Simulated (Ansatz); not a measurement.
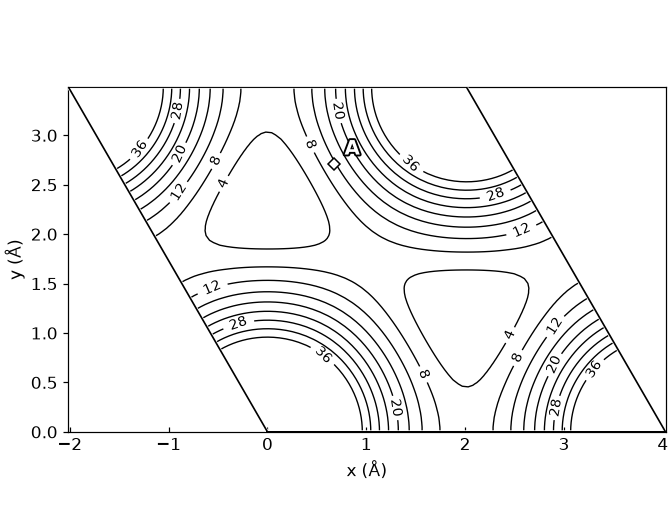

A bilayer of two InSe sheets (8 atoms in the cell). The upper layer of a bilayer is slid over the lower one; relaxed at each slide: nothing; the origin of the map has Se5 above Se4; the distance between the facing planes is held at 3.56 Å. Places are given modulo a cell vector. The map is drawn in real space over the plane of the slide. Grid: 9 × 9 points; 12 points were computed and 69 follow by symmetry. Energies: mJ/m², counted from the lowest grid point. At a held distance the lowest stacking need not be the one that binds best once the distance relaxes. The calculation used DFT PBE+D3(BJ), scalar-relativistic, plane waves, PAW (Ansatz 0.2.0). Settings: cutoff 420 eV, k-mesh 9×9×1, gaussian smearing 0.05 eV, no spin polarisation.

The picture shows contour lines labelled in mJ/m² (none above 36), the outline of one cell of the plane, the point A. Between grid points the surface is interpolated.

Q: Is A at rest? If not, where is it pushed?

A: A, at (5/9, 7/9) of the cell vectors, is not a stationary point. The computed force is 0.028 eV/Å in the plane, pointing down and left in the picture (components −0.024 and −0.014 eV/Å, for the cell of 14.04 Å², or 32 mJ/m² for each Å).

PAW datasets: the set soft_1.
